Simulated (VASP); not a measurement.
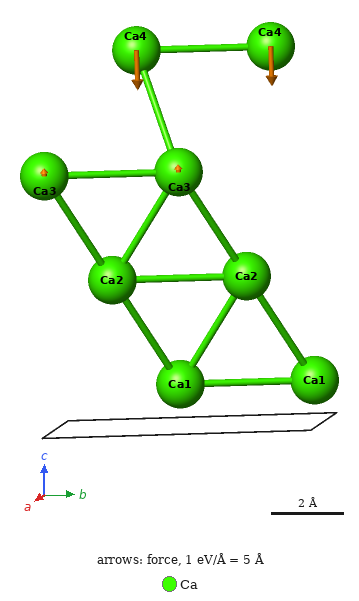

Starting geometry of a slab of composition Ca with the computed forces as orange arrows. The picture is a ball-and-stick view of the 1 × 2 repeat of the cell, outlined in the plane, without the vacuum, seen slightly off an axis.

The run lets the atoms move in a fixed cell. 2 atoms are held fixed.

Level of theory: Kohn-Sham DFT of a periodic cell, LDA, VASP PAW LDA potentials, recommended in VASP.

The input:
```
SYSTEM = Ca
PREC = Accurate
ENCUT = 520
EDIFF = 1E-6
ISMEAR = -1
SIGMA = 0.05
LREAL = .FALSE.
LASPH = .TRUE.
NELM = 100
ALGO = Normal
ISIF = 2
LWAVE = .FALSE.
LCHARG = .FALSE.
LDIPOL = .TRUE.
IDIPOL = 3
DIPOL = 0.5 0.5 0.500
IBRION = 2
NSW = 40
EDIFFG = -0.02
```

Command:
```bash
cat potpaw_LDA.64/Ca_sv/POTCAR > POTCAR
mpirun -np 1 vasp_std > vasp.out
```

Q: What follows when this structure is relaxed?

A: It isn't relaxed: the largest force vector, on Ca4, is 0.23 eV/Å. The final displacements follow the starting forces only in part (cosine between the two patterns 0.82). Ca4 moves most: 0.52 Å along the normal (−c). The lattice vectors keep their values. Some distances before and after: Ca3–Ca4 4.203 → 3.946 Å, Ca3–Ca4 (another image) 3.846 → 3.620 Å, Ca2–Ca3 3.846 → 3.658 Å, Ca2–Ca3 (another image) 4.203 → 4.049 Å. The energy falls by 61.3 meV per cell of the calculation in 9 geometry steps. The largest force component goes from 0.23 to 0.24 eV/Å. It ran on 1 thread of Intel(R) Xeon(R) Platinum 8488C (Sapphire Rapids), with other jobs on the host.
